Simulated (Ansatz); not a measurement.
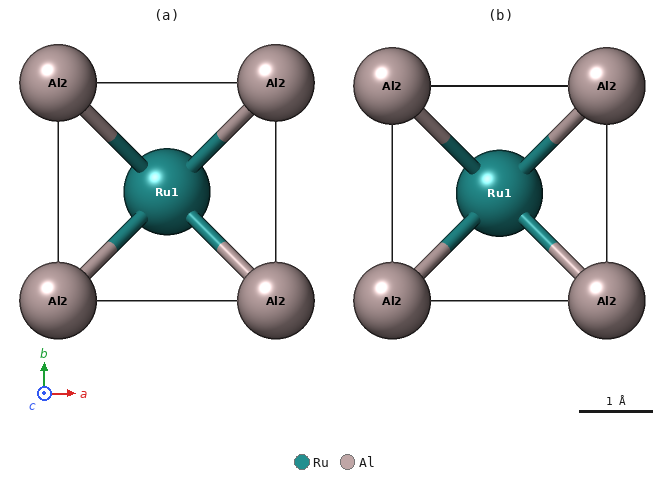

The structure of a crystal of AlRu (set up in Pm-3m) before (left) and after (right) a relaxation, at one scale.

Style: ball-and-stick. Shown: the cell of the calculation, along the c axis.

The run lets cell and atoms move.

Level of theory: Kohn-Sham DFT of a periodic cell, PBEsol with D3(BJ), Ansatz PAW (Ansatz 0.2.0).

Input file:
```yaml
crystal:
  lattice:
    - [2.9916, 0.0, 0.0]
    - [0.0, 2.9916, 0.0]
    - [0.0, 0.0, 2.9916]
  atoms:
    - { symbol: Ru, position: [0.5, 0.5, 0.5] }
    - { symbol: Al, position: [0.0, 0.0, 0.0] }
hamiltonian:
  xc: pbesol
  pseudopotentials: { kind: paw }
  dispersion: d3bj
kpoints:
  mp_grid: { grid: [9, 9, 9] }
scf:
  occupations: { method: fermi_dirac, width: 0.05 }
output:
  forces: true
  stress: true
  eigenvalues: true
relax:
  f_tol: 0.01
  max_steps: 40
  cell: { stress_tol: 0.05 }
```

Command:
```bash
ansatz run input.yaml --threads 2 --pin off --max-ram 5632MiB --backend cpu --events-out ev --progress --plain --runs-dir out
```

What changed between the two?

Answer. After 3 accepted moves (4 points after the start) the energy has fallen by 16.8 meV per atom. All forces vanish by symmetry, so only the cell relaxes. The pressure goes from −9.20 to −0.01 GPa. At 1 point the geometry stayed and the basis and grid were re-selected for the new cell (energy shift of 0.2 meV per atom at most each time). No atom moves by more than 0.005 Å relative to the cell. Cell: a = b = c 2.992 → 2.949 Å (−1.4 %). Volume −4.2 %. Among the contacts that change: Ru1–Al2 2.591 → 2.554 Å. The space group stays Pm-3m (No. 221).
